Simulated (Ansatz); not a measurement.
# How much does Al in W(100), 2x2 scatter?, part 3 of 3

Wanted: the reflection from a plane of defects, Al in W(100), 2x2, and the resistivity it implies.

Ansatz 0.2.0; Ansatz plane-wave DFT, PBE, PAW files; ballistic transport by layer matching (Landauer), zero bias; PAW set soft_1 (the session's first sound run).

So far, resistivity per at.% scaled from this dense plane, with the factor 3/4 for isotropic scattering (µΩ cm): step 3 (resistance at ideal sites) 11.1.

**5. Transmission after relaxation, relaxed yes**

The transmission is solved again on the relaxed atoms.

This step: Ansatz plane-wave DFT, PBE, PAW files; ballistic transport by layer matching (Landauer), zero bias; PAW set soft_1 (Ansatz 0.2.0).

Input file input.yaml:

```yaml
crystal:
  lattice:
    - [6.3296, 0.0, 0.0]
    - [0.0, 6.3296, 0.0]
    - [0.0, 0.0, 28.4832]
  atoms:
    - { symbol: W, position: [0.0, 0.0, 0.0277777778] }
    - { symbol: W, position: [0.0, 0.5, 0.0277777778] }
    - { symbol: W, position: [0.5, 0.0, 0.0277777778] }
    - { symbol: W, position: [0.5, 0.5, 0.0277777778] }
    - { symbol: W, position: [0.25, 0.25, 0.0833333333] }
    - { symbol: W, position: [0.25, 0.75, 0.0833333333] }
    - { symbol: W, position: [0.75, 0.25, 0.0833333333] }
    - { symbol: W, position: [0.75, 0.75, 0.0833333333] }
    - { symbol: W, position: [0.0, 0.0, 0.1388888889] }
    - { symbol: W, position: [0.0, 0.5, 0.1388888889] }
    - { symbol: W, position: [0.5, 0.0, 0.1388888889] }
    - { symbol: W, position: [0.5, 0.5, 0.1388888889] }
    - { symbol: W, position: [0.25, 0.25, 0.1944444444] }
    - { symbol: W, position: [0.25, 0.75, 0.1944444444] }
    - { symbol: W, position: [0.75, 0.25, 0.1944444444] }
    - { symbol: W, position: [0.75, 0.75, 0.1944444444] }
    - { symbol: W, position: [0.0, 0.0, 0.25] }
    - { symbol: W, position: [0.0, 0.5, 0.25] }
    - { symbol: W, position: [0.5, 0.0, 0.25] }
    - { symbol: W, position: [0.5, 0.5, 0.25] }
    - { symbol: W, position: [0.25, 0.25, 0.3061612736] }
    - { symbol: W, position: [0.25, 0.75, 0.3056181558] }
    - { symbol: W, position: [0.75, 0.25, 0.3056181558] }
    - { symbol: W, position: [0.75, 0.75, 0.3060019342] }
    - { symbol: W, position: [0.000104856, 0.000104856, 0.3612463288] }
    - { symbol: W, position: [0.000104856, 0.499895144, 0.3612463288] }
    - { symbol: W, position: [0.499895144, 0.000104856, 0.3612463288] }
    - { symbol: W, position: [0.499895144, 0.499895144, 0.3612463288] }
    - { symbol: W, position: [0.25, 0.25, 0.4183190717] }
    - { symbol: W, position: [0.25, 0.75, 0.4167869328] }
    - { symbol: W, position: [0.75, 0.25, 0.4167869328] }
    - { symbol: W, position: [0.75, 0.75, 0.416899192] }
    - { symbol: W, position: [-0.0014352086, -0.0014352086, 0.472047475] }
    - { symbol: W, position: [-0.0014352086, 0.5014352086, 0.472047475] }
    - { symbol: W, position: [0.5014352086, -0.0014352086, 0.472047475] }
    - { symbol: W, position: [0.5014352086, 0.5014352086, 0.472047475] }
    - { symbol: Al, position: [0.25, 0.25, 0.5278846608] }
    - { symbol: W, position: [0.25, 0.75, 0.5278800336] }
    - { symbol: W, position: [0.75, 0.25, 0.5278800336] }
    - { symbol: W, position: [0.75, 0.75, 0.5279044808] }
    - { symbol: W, position: [-0.0014181371, -0.0014181371, 0.5837294858] }
    - { symbol: W, position: [-0.0014181371, 0.5014181371, 0.5837294858] }
    - { symbol: W, position: [0.5014181371, -0.0014181371, 0.5837294858] }
    - { symbol: W, position: [0.5014181371, 0.5014181371, 0.5837294858] }
    - { symbol: W, position: [0.25, 0.25, 0.6374993148] }
    - { symbol: W, position: [0.25, 0.75, 0.6389729994] }
    - { symbol: W, position: [0.75, 0.25, 0.6389729994] }
    - { symbol: W, position: [0.75, 0.75, 0.6389050627] }
    - { symbol: W, position: [0.0001254504, 0.0001254504, 0.6945185052] }
    - { symbol: W, position: [0.0001254504, 0.4998745496, 0.6945185052] }
    - { symbol: W, position: [0.4998745496, 0.0001254504, 0.6945185052] }
    - { symbol: W, position: [0.4998745496, 0.4998745496, 0.6945185052] }
    - { symbol: W, position: [0.25, 0.25, 0.75] }
    - { symbol: W, position: [0.25, 0.75, 0.75] }
    - { symbol: W, position: [0.75, 0.25, 0.75] }
    - { symbol: W, position: [0.75, 0.75, 0.75] }
    - { symbol: W, position: [0.0, 0.0, 0.8055555556] }
    - { symbol: W, position: [0.0, 0.5, 0.8055555556] }
    - { symbol: W, position: [0.5, 0.0, 0.8055555556] }
    - { symbol: W, position: [0.5, 0.5, 0.8055555556] }
    - { symbol: W, position: [0.25, 0.25, 0.8611111111] }
    - { symbol: W, position: [0.25, 0.75, 0.8611111111] }
    - { symbol: W, position: [0.75, 0.25, 0.8611111111] }
    - { symbol: W, position: [0.75, 0.75, 0.8611111111] }
    - { symbol: W, position: [0.0, 0.0, 0.9166666667] }
    - { symbol: W, position: [0.0, 0.5, 0.9166666667] }
    - { symbol: W, position: [0.5, 0.0, 0.9166666667] }
    - { symbol: W, position: [0.5, 0.5, 0.9166666667] }
    - { symbol: W, position: [0.25, 0.25, 0.9722222222] }
    - { symbol: W, position: [0.25, 0.75, 0.9722222222] }
    - { symbol: W, position: [0.75, 0.25, 0.9722222222] }
    - { symbol: W, position: [0.75, 0.75, 0.9722222222] }
kpoints:
  mp_grid: { grid: [4, 4, 1] }
hamiltonian:
  xc: pbe
  pseudopotentials: { kind: paw, azcp: { folder: soft_1 } }
scf:
  occupations: { method: fermi_dirac, width: 0.1 }
output:
  transmission: { leads: [[0, 4]], kmesh: [8, 8], e_range: [-0.05, 0.05], de: 0.05 }
  write_potential: true
  write_density: true
  volumetric_format: npy
```

On the command line:

```bash
$ ansatz run input.yaml --threads 4 --pin off --max-ram 15360MiB --backend cpu --events-out ev --progress --plain --runs-dir out
```

Numbers of over 12 decimals in the logs are rounded to 6 here.

What it wrote:

```text
[...]
Crystal: 72 atoms, lattice volume = 1141.146 Å³
Basis set: ecut = 420 eV, 22299 PW (Γ)
Bands: 599, of which v1, the nominal top of the filled ones, is band 499 counted from 1 (498 counted from 0)
Symmetry: 8 space group operations
[...]
k-points: 6 of 16
[...]
SCF iter   1: F=—  HF=-737964.164713 eV  |F-HF|=—  |Δ(HF+E_count)|=         —  Δρ=6.79e-2  dr2=1.37e3  ethr=3.10e-3  ⟨swp⟩=5.7  Hψ=13446  notcnv=0
[...]
SCF iter   9: F=-737937.972093 eV  HF=-737937.972093 eV  |F-HF|=7.65e-8  |Δ(HF+E_count)|=   2.41e-7  Δρ=1.09e-6  dr2=8.25e-8  ethr=1.00e-11  ⟨swp⟩=5.0  Hψ=10442  notcnv=0
SCF 1 converged in 9 iterations: F = -737937.972093 eV  dr2 = 8.25e-8
[...]
transmission: 60 of 540 steps passed
transmission: 108 of 540 steps passed
[...]
transmission: 540 of 540 steps passed
SCF converged after 9 iterations
Free energy (F): -737937.972093 eV
[...]
Internal energy: -737936.837881 eV  (E = F + TS)
E sigma→0 (E₀):  -737937.404987 eV
Entropy (-TS):   -1.134212 eV (-15.753 meV/atom)
Fermi energy:    22.185490 eV
[...]
--- Band table (eV; the first three rows and the last of 6) ---
  k-point 0: bands = [... 495 lower, 22.1503, 22.1548, 22.1548, 22.1679, 22.1979, 22.2094, 22.2775, 22.2775, ... 96 higher]
  k-point 1: bands = [... 495 lower, 22.0778, 22.1441, 22.1629, 22.1751, 22.1905, 22.1989, 22.2285, 22.2672, ... 96 higher]
  k-point 2: bands = [... 495 lower, 22.0685, 22.2994, 22.3019, 22.3145, 22.3372, 22.3863, 22.4106, 22.4598, ... 96 higher]
  k-point 5: bands = [... 495 lower, 21.5192, 21.5445, 21.6683, 21.9934, 21.9934, 22.3436, 22.3436, 22.3512, ... 96 higher]
--- Transmission ---
  basis      : 349 plane waves across, 36 finite elements along
  points     : 15, standing for a mesh of 8 x 8
[...]
channels       : 5.281250e0 a spin
[...]
slowest decay  : 0.0381 /Å at (0.5000, 0.5000)
  junction   : crystal 0 to crystal 0, -0.70 to 26.20 Å
    transmission   : 3.289928e0 a spin
[...]
```

Elapsed: 12 min, on 4 threads of Arm Neoverse V1, shared host; peak memory 8.6 GiB.

This step gave:

```yaml
energy_at_zero_smearing: -737937.4050 eV
transmission_per_spin_nearest_the_fermi_level: 3.290
step_of_the_lead_s_potential: 6.9 meV
```

Per spin. Transmission, zone mean against energy, zero at the Fermi level:

```csv
energy (eV),"transmission, zone mean"
-0.0500,3.15
0.0000,3.29
0.0500,3.37
```

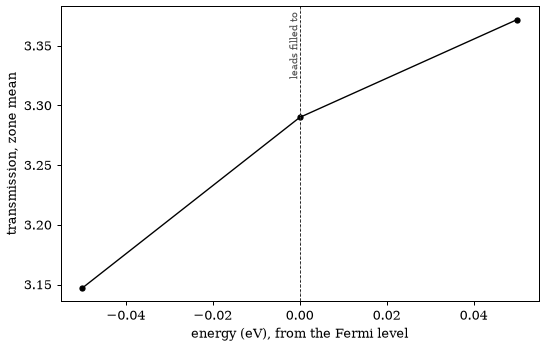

Transmission, zone mean, plotted against energy.

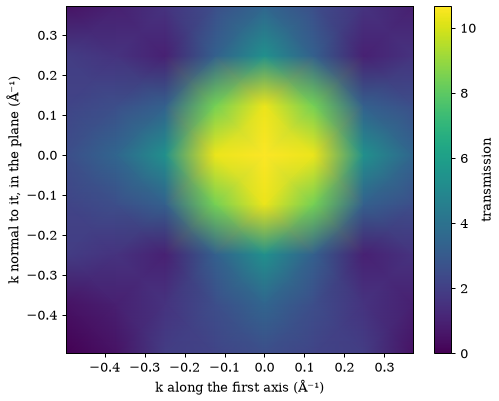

Transmission over k1 and k2. At 0.0000 eV from the Fermi level.

Over the solved energies the transmission per spin lies between 3.15 and 3.37, out of 5.20 channels of the lead on average (up to 5.66).

**6. Resistance after relaxation**

This step: Ansatz plane-wave DFT, PBE, PAW files; ballistic transport by layer matching (Landauer), zero bias; area resistance of the defect plane and resistivity an atomic per cent; PAW set soft_1 (Ansatz 0.2.0).

Numbers from this step:

| Item | Value |
| --- | --- |
| area resistance | 0.5867 fΩ m² |
| T over the leads' mean channel count | 0.6290 |
| resistivity per at.% scaled from this dense plane, with the factor 3/4 for isotropic scattering | 11.12 µΩ cm |

Averaged over the energies near the Fermi level, 62.9 % of the channels pass, which makes 0.587 fΩ m², against 0.586 on ideal sites.

**7. Results**

```
share of channels that pass, rigid                                : 0.628
area resistance, rigid                                            : 0.586 fΩ m²
resistivity per at.% from the area resistance, times 3/4, rigid   : 11.1 µΩ cm
share of channels that pass, relaxed                              : 0.629
area resistance, relaxed                                          : 0.587 fΩ m²
resistivity per at.% from the area resistance, times 3/4, relaxed : 11.1 µΩ cm
```

The plane of defects adds 0.59 fΩ m². Scaled to one atomic per cent that is 15 µΩ cm as it stands and 11 with the factor 3/4 for isotropic scattering on a spherical Fermi surface; with the reflection in place of the resistance taken as linear in the density it would be 7.0. These are rough estimates of the dilute value, not bounds. One Al in each 2x2 cell reflects 37 % of the lead's channels. The relaxed cell differs by 0.11 % in resistance; between the two runs the lead's own channel count goes from 5.22 to 5.20, so sampling may have a part in it. The defects form a dense periodic sheet that scatters coherently, unlike a dilute random alloy. T and N are means over the solved energies nearest the Fermi level. Spin-orbit coupling is left out, which matters for W.

[Logs are printed without paths, hosts, clocks, repeated set-up lines and the standing remarks that a program may print on its own settings, such as how far it seeks lower states.]

[Hosts, paths, dates, database ids (printed as entryN), source tags and the programs' standing remarks are cut or masked in the printed files.]
